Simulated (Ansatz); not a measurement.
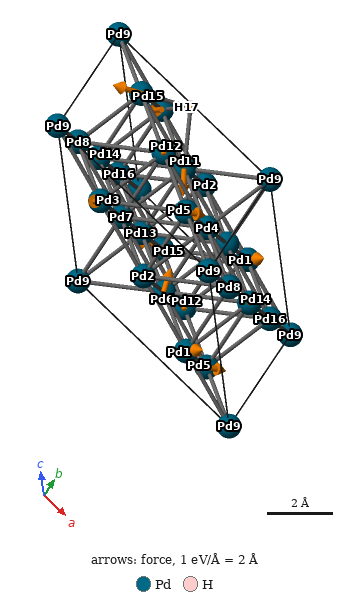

Starting geometry of a defect cell of composition HPd$_{16}$ with the computed forces as orange arrows. The picture is a ball-and-stick view of the cell of the calculation, seen from a free direction.

Case: H interstitial, charge +0, atoms relaxed.

All numbers below come from DFT r2SCAN, scalar-relativistic, plane waves, PAW in Ansatz. Set-up: plane-wave cutoff 500 eV; k-point mesh 4 × 4 × 4; occupations gaussian; smearing width 0.1 eV; mesh shifted by (0.5, 0.5, 0.5); no spin polarisation; atoms relaxed in a fixed cell; force threshold 0.02 eV/Å; at most 60 steps.

**Is this structure relaxed? If not, where do the atoms go?**

It isn't relaxed: the largest force vector, on a Pd atom, is 0.53 eV/Å. The final displacements follow the starting forces only in part (cosine between the two patterns 0.50). The H atom moves most: 0.12 Å roughly along [3 3 1]. Largest moves by element: H 0.12 Å, Pd 0.03 Å. The lattice vectors keep their values. Near-neighbour distances that change, for instance: H–Pd 1.819 → 1.959 Å, H–Pd 2.089 → 1.992 Å, H–Pd 1.921 → 1.971 Å, Pd–Pd 2.763 → 2.794 Å. Bond angles that change, for instance: Pd–H–Pd 171.8° → 179.0°, Pd–H–Pd 95.2° → 90.7°, Pd–H–Pd 85.1° → 89.3°. The energy falls by 32.7 meV per cell of the calculation in 4 geometry steps. The largest force component goes from 0.53 to 0.0039 eV/Å.

Limits of the set-up: the periodic images lie only 6.8 Å apart, so the values are limited by the cell's size.
